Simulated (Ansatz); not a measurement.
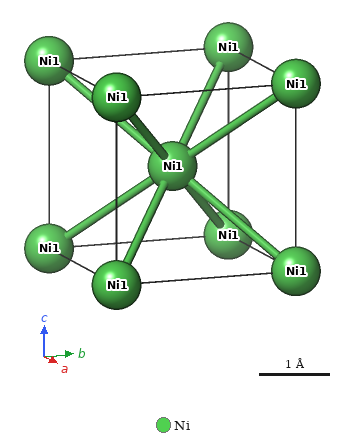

**Figure 1.** The structure as given in the input (ball-and-stick view of the cell 2 times as large as that of the calculation, set on its symmetry axes, seen slightly off an axis; atoms are numbered from 1 in the order of the input). Near neighbours in the crystal (not all of them lie inside the picture): Ni has 8 Ni at 2.39 Å.

## Ni: single-point calculation

- system: Ni (1 atom in the cell)
- method: DFT PBEsol, scalar-relativistic, plane waves, PAW, PAW set soft_1, spin-polarised (Ansatz 0.2.0)

The structure derives from a Materials Project entry. Figures and captions count atoms from 1; the log counts them from 0 in places.

**The program's output**
```
Warning: [file] the record states the generating functional pbe (its physics header spells it `PBE`), which answers neither for hamiltonian.xc's functional nor for the pbesol family's — results may be inconsistent (PPs are generated against a specific XC)
Engine: ansatz 0.2.0, aarch64-unknown-linux-gnu
Pseudopotentials: kind: paw
Pseudopotential: Ni, paw, valence charge 18, recommended cutoff 420 eV (normal), [file]
Functional definition: PBEsol
  exchange = pbesol_x
  correlation = pbesol_c
Crystal: 1 atoms, lattice volume = 10.459 Å³
Basis set: ecut = 520 eV, 321 PW (Γ), exchange–correlation on 36×36×36 points (8 copies of the dense FFT grid, shifted against one another)
Bands: 14, of which v1, the nominal top of the filled ones, is band 9 counted from 1 (8 counted from 0)
Symmetry: 48 space group operations
Space group: Im-3m (ITA 229), of the structure as read, at distance tolerance 2.2e-5 Å
Magnetic group: BNS 229.140 (UNI 1642), of the structure as read, at distance tolerance 2.2e-5 Å
k-points: 328 of 10648
Non-local potential: Ni, projectors of the file, l = 0: 3, l = 1: 2, l = 2: 3, l = 3: 1
PAW form: soft (Blöchl's): semilocal exchange-correlation on the pseudo side does not see the compensation charge
PAW frozen core: Ni, regenerated for the run's functional, and the local potential with it (the file was generated under x = pbe(κ = 0.804, μ = 0.2195149727645171), c = pbe(β = 0.06672455060314922))
PAW one-centre angular grid: Ni, 590 points (default); XC on 64 Gauss nodes
Initial density: superposition of atomic densities (chi_scale 0.1, normalization cell)
Starting moments: Σ|m| = 0.6 μB on 1 of 1 site
Initial wavefunctions: pseudopotential atomic-orbital guess
Functional: x = pbesol(κ = 0.804, μ = 0.12345679012345678), c = pbesol(β = 0.046)
SCF iter   1: F=—  HF=-5804.248103 eV  |F-HF|=—  |Δ(HF+E_count)|=         —  Δρ=9.07e-2 (↑3.78e-2 ↓9.07e-2)  dr2=9.63e-1  dr2_m=6.90e-2  M=0.664 μB ∫|m|=0.691 μB  β_m=0.30  ethr=3.10e-3  ⟨swp⟩=4.3  Hψ=42369  notcnv=0
Mixer restart at iter 1: flushing history
preconditioner: auto → none  [metal: Δε(μ)=0.004 eV  Ē_g=16.479 eV  σ=0.150 eV  W_gap=0.01  n_scr=0 (ndim 8)  ℏωp=36.3 eV  f_vac=0.000  D(μ)=2.37/eV (n_scr^D=42)]
SCF iter   2: F=—  HF=-5804.029600 eV  |F-HF|=—  |Δ(HF+E_count)|=   2.19e-1  Δρ=4.75e-2 (↑4.75e-2 ↓1.59e-2)  dr2=1.89e-1  dr2_m=2.75e-2  M=0.635 μB ∫|m|=0.671 μB  β_m=0.26  ethr=3.10e-3  ⟨swp⟩=3.4  Hψ=22900  notcnv=0  defer=364
SCF iter   3: F=—  HF=-5804.263197 eV  |F-HF|=—  |Δ(HF+E_count)|=   2.34e-1  Δρ=1.96e-2 (↑1.96e-2 ↓8.27e-3)  dr2=9.75e-3  dr2_m=1.55e-2  M=0.626 μB ∫|m|=0.664 μB  β_m=0.53  ethr=1.05e-3  ⟨swp⟩=2.8  Hψ=16449  notcnv=0  defer=365
SCF iter   4: F=—  HF=-5804.785993 eV  |F-HF|=—  |Δ(HF+E_count)|=   5.23e-1  Δρ=1.96e-2 (↑9.60e-3 ↓1.96e-2)  dr2=5.08e-2  dr2_m=3.41e-3  M=0.559 μB ∫|m|=0.609 μB  β_m=0.53  ethr=5.42e-5  ⟨swp⟩=2.1  Hψ=19134  notcnv=0  defer=355
SCF iter   5: F=—  HF=-5804.835116 eV  |F-HF|=—  |Δ(HF+E_count)|=   4.91e-2  Δρ=9.37e-3 (↑6.88e-3 ↓9.37e-3)  dr2=1.51e-2  dr2_m=3.77e-4  M=0.545 μB ∫|m|=0.596 μB  β_m=0.70  ethr=5.42e-5  ⟨swp⟩=1.5  Hψ=14223  notcnv=0  defer=202
SCF iter   6: F=—  HF=-5804.884629 eV  |F-HF|=—  |Δ(HF+E_count)|=   4.95e-2  Δρ=8.87e-4 (↑8.74e-4 ↓8.87e-4)  dr2=4.89e-6  dr2_m=7.21e-5  M=0.517 μB ∫|m|=0.571 μB  β_m=0.81  ethr=5.42e-5  ⟨swp⟩=2.0  Hψ=18492  notcnv=0  defer=250
SCF iter   7: F=—  HF=-5804.884717 eV  |F-HF|=—  |Δ(HF+E_count)|=   8.74e-5  Δρ=7.22e-4 (↑2.47e-4 ↓7.22e-4)  dr2=1.59e-5  dr2_m=2.19e-5  M=0.516 μB ∫|m|=0.569 μB  β_m=0.91  ethr=2.72e-8  ⟨swp⟩=2.3  Hψ=17366  notcnv=0  defer=205
SCF iter   8: F=—  HF=-5804.884724 eV  |F-HF|=—  |Δ(HF+E_count)|=   7.14e-6  Δρ=5.29e-5 (↑5.29e-5 ↓2.28e-5)  dr2=3.53e-7  dr2_m=3.15e-8  M=0.515 μB ∫|m|=0.567 μB  β_m=0.95  ethr=2.72e-8  ⟨swp⟩=2.0  Hψ=13938  notcnv=0  defer=209
SCF iter   9: F=—  HF=-5804.884724 eV  |F-HF|=—  |Δ(HF+E_count)|=   3.88e-8  Δρ=7.67e-6 (↑7.67e-6 ↓5.14e-6)  dr2=9.66e-9  dr2_m=2.52e-10  M=0.515 μB ∫|m|=0.567 μB  β_m=0.93  ethr=1.96e-9  ⟨swp⟩=2.3  Hψ=12235  notcnv=0  defer=209
SCF iter  10: F=-5804.884724 eV  HF=-5804.884724 eV  |F-HF|=3.72e-9  |Δ(HF+E_count)|=  4.20e-10  Δρ=5.40e-6 (↑4.07e-6 ↓5.40e-6)  dr2=5.31e-9  dr2_m=6.02e-11  M=0.515 μB ∫|m|=0.567 μB  ethr=5.36e-11  ⟨swp⟩=7.6  Hψ=49551  notcnv=0
SCF 1 converged in 10 iterations: F = -5804.884724 eV  dr2 = 5.31e-9
  greatest PAW one-centre occupation: 1.001 electrons in one spin orbital (limit 2), on the Ni atom at site 0 (counted from 0), in its partial waves of l = 1
```

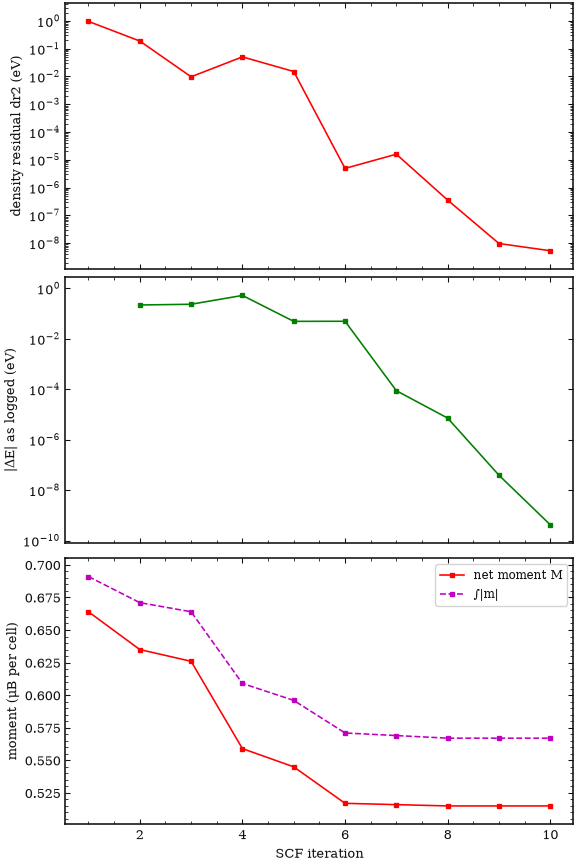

**Figure 2.** Convergence of the self-consistent field: density residual dr2, size of the energy change and magnetic moment against the SCF iteration. The residual falls unevenly and jumps up by a factor of two or more 2 times on the way down. The net moment goes from 0.7 to 0.5 μB per cell.

```
SCF converged after 10 iterations
Magnetization: 0.5146 μB (9.2573 up, 8.7427 down)
Absolute magnetization: 0.5681 μB (∫|ρ↑−ρ↓|, with the PAW one-centre terms)
Spin contamination: 0.0040 ħ² per cell (⟨S²⟩ above its minimum at these occupations)
Per-site moments (μB) at R_I (Å): [(0.5393471560213842, 0.9842993407128758)]
Free energy (F): -5804.884724 eV
Harris-Foulkes:  -5804.884724 eV  (|F-HF|=3.72e-9)
Internal energy: -5804.866822 eV  (E = F + TS)
E sigma→0 (E₀):  -5804.875773 eV
Entropy (-TS):   -0.017902 eV (-17.902 meV/atom)
Fermi energy:    18.520683 eV
--- Per-component energies (eV) ---
  E_band       = -274.338932
  E_kinetic    = 340.348023
  E_local      = -2673.597102  (includes V_loc(G=0)·N_el)
  E_nonlocal   = -114.066891
  E_hartree    = 1458.250352
  E_xc         = -112.361131
  E_vxc        = -145.631267  (∫ρ·V_xc dr)
  E_paw        = -1622.549648  (= ΣΔE_a)
  E_vpaw       = -597.887179  (= ΣTr[D̂ρ^β])
  E_aug_tail   = 0.000412  (compensation charges beyond the density's cutoff)
  E_ewald      = -3081.088126
  E_core_change = 0.197289  (= ΣΔE_core)
  E_smearing   = -0.017902  (= −TS)
  E_closure    = 0.000000  (closes the sum)
  Σ components = -5804.884724   (vs F -5804.884724, Δ=0.00e0)
--- Forces (eV/Å), atoms counted from 1 ---
  atom   1  Ni    -0.00000000    -0.00000000     0.00000000
  max |Σ_I F_I| component: 1.68e-31 eV/Å
--- Stress (GPa, compression-positive) ---
        0.093740      -0.000000       0.000000
       -0.000000       0.093740      -0.000000
        0.000000       0.000000       0.093740
  P = ⅓ Tr σ = 0.0937 GPa (0.937 kbar)
--- Band table (eV; the first three rows and the last of 656) ---
  k-point 0 ↑: bands = ["-84.6010", "-44.9828", "-44.9828", "-44.9828", "9.2234", "16.1403", "16.1403", "16.1403", "17.6405", "17.6405", "45.1023", "45.1023", "45.1023", "50.0462"]
  k-point 1 ↑: bands = ["-84.6001", "-44.9882", "-44.9847", "-44.9828", "9.3118", "16.1191", "16.1390", "16.1822", "17.6184", "17.6422", "44.3697", "44.9491", "44.9831", "49.4084"]
  k-point 2 ↑: bands = ["-84.5974", "-45.0040", "-44.9901", "-44.9827", "9.5744", "16.0576", "16.1322", "16.3058", "17.5601", "17.6475", "42.6213", "44.4151", "44.6777", "48.2283"]
  k-point 327 ↓: bands = ["-83.8536", "-44.5306", "-44.5306", "-44.5306", "14.3976", "14.3976", "19.0027", "19.0027", "19.0027", "28.4470", "28.4470", "28.4470", "34.5998", "34.5998"]
--- Löwdin populations: 1 site ---
  site symbol       q [e]    m [muB]
     0     Ni     17.7692     0.5346
  spilling = 0.012821 (of n_electrons = 18.000000)
```

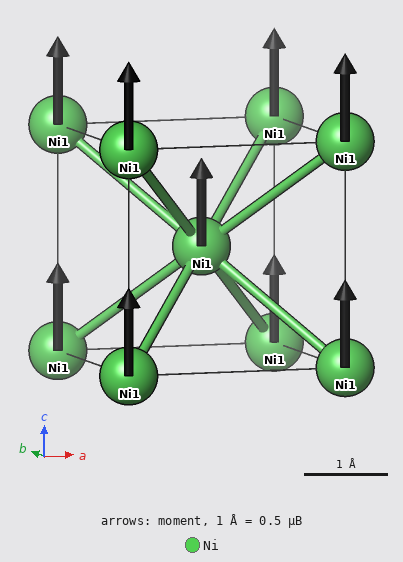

**Figure 3.** Magnetic moments of the sites as black arrows (ball-and-stick view of the cell 2 times as large as that of the calculation, set on its symmetry axes, seen at an oblique angle; atoms are numbered from 1 in the order of the input); small moments hardly show. The run is collinear, so the axis drawn is arbitrary. Site moments: Ni1 (0.54 μB). They are counted near the atoms and needn't add up to the moment of the cell.

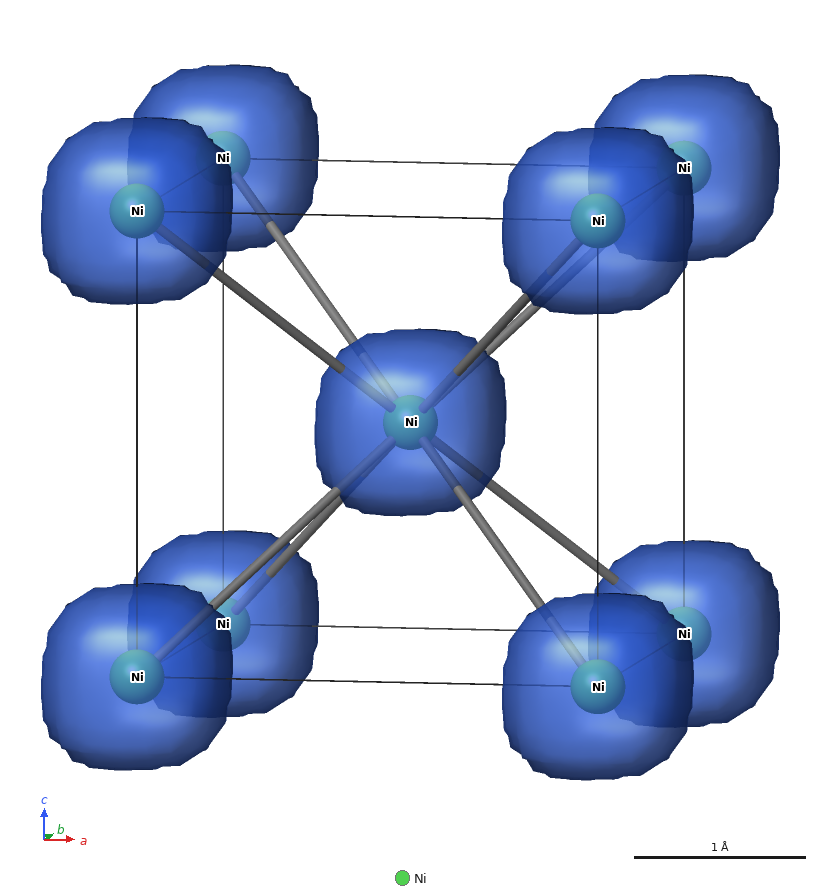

**Figure 4.** Isosurface of the spin density at +0.15 e/Å³ (blue), seen at an oblique angle. Sticks mark near contacts. The outline is the cell set on symmetry axes. The cell of the calculation (1 atoms) carries 0.5 μB net. The fields are those of the smooth PAW valence density.

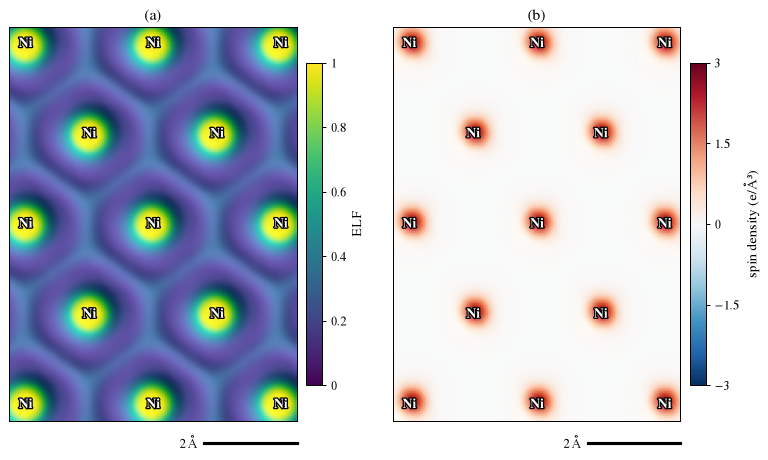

**Figure 5.** (a) electron localisation function; (b) spin density on the (110) plane of the conventional cell. Atoms in the plane: Ni. Ni–Ni (2.39 Å): the ELF is about 0.25 at the midpoint; no shared electron pair. The strong features right at Ni lie inside the PAW spheres (semicore, d or f shells) and say nothing about bonding. The cell of the calculation (1 atoms) carries 0.5 μB net.

The run was set up as follows.

**Input file**
```yaml
crystal:
  lattice:
    - [-1.3776617923, 1.3776617923, 1.3776617923]
    - [1.3776617923, -1.3776617923, 1.3776617923]
    - [1.3776617923, 1.3776617923, -1.3776617923]
  atoms:
    - { symbol: Ni, position: [0.0, 0.0, 0.0], spin: 0.6 }
basis:
  ecutwfc: 520.0
kpoints:
  mp_grid: { grid: [22, 22, 22] }
hamiltonian:
  xc: pbesol
  pseudopotentials: { kind: paw, azcp: { folder: soft_1 } }
scf:
  occupations: { method: gaussian, width: 0.15 }
output:
  forces: true
  stress: true
  eigenvalues: true
  populations: true
  write_density: true
  write_potential: true
  elf: true
  volumetric_format: npy
magnetization:
  spin_polarized: true
```

Launch command:
```bash
ansatz run input.yaml --threads 1 --pin off --max-ram 2048MiB --backend cpu --events-out ev --progress --plain --runs-dir out
```

**Summary**

| quantity | value |
| --- | --- |
| outcome | converged |
| space group (tolerance 0.01 Å) | Im-3m (229) |
| electrons treated | 18 |
| free energy | −5804.8847 eV |
| Fermi energy | 18.521 eV |
| gap on the k-point mesh | none (metallic) |
| net moment of the cell | 0.51 μB |
| integrated absolute moment | 0.57 μB |
| pressure | 0.09 GPa |
| largest force (length of the vector) | under 0.001 eV/Å |
| hardware | 1 thread of Arm Neoverse N1, 98 GiB of memory available, shared host |
| wall time | 23 s |
| peak memory | 0.36 GiB |

**Notes**

The electronic state found may not be the lowest one. The program warns: the PAW datasets were made with another functional.
